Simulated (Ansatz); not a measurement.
System: Al$_{2}$Cu (amorphous cell).

```xyz
9
Lattice="6.0295 0.6791 -0.3610 0.6949 4.6296 -0.4854 -0.2282 -0.4012 4.7168" Properties=species:S:1:pos:R:3 pbc="T T T"
Al    2.8478    2.7256    2.4101
Al    1.1176    0.6004    2.4024
Al    3.7620    0.3736    3.2826
Al    3.7227    4.0322    0.2252
Al    6.2329    3.6314    1.1690
Al    0.9376    3.9234    4.1020
Cu    2.0968    1.8636    0.0479
Cu    5.3218    2.4955    3.4364
Cu    4.6731    1.5096    1.0153
```

Computed without spin polarisation.

Computed with Ansatz 0.2.0, DFT PBEsol, scalar-relativistic, plane waves, PAW.

Question: What will maps of the valence pseudo-density and electron localisation function show?

Answer: Al–Cu (2.64 Å): the density is about 0.25 e/Å³ at the midpoint; the ELF peaks at about 0.60 between the atoms.

Question: Does the calculation give a band gap?

Answer: It is metallic or semimetallic at this level of theory: no gap opens.

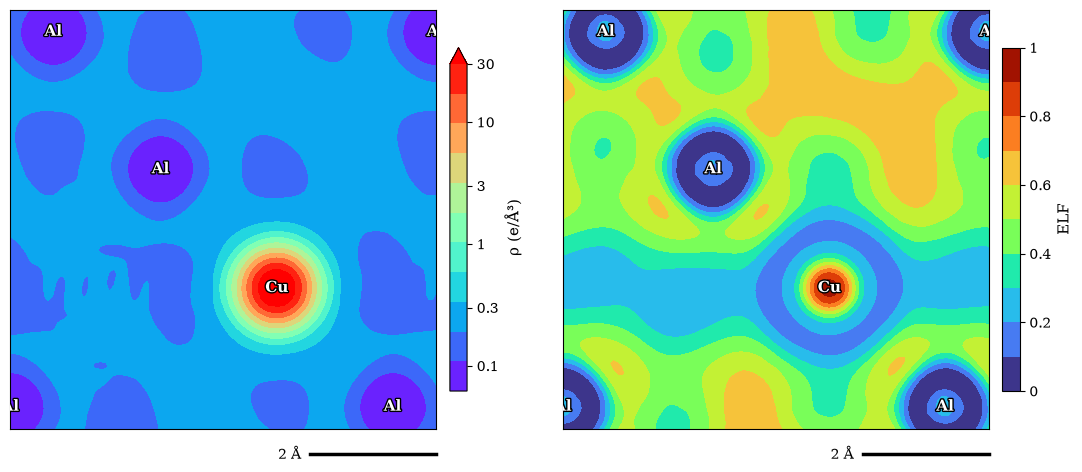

Computed valence pseudo-density and electron localisation function on the (011̄) plane of the calculation cell, in this order. 

The density is the valence pseudo-density of a PAW calculation; it isn't the true density close to the nuclei.
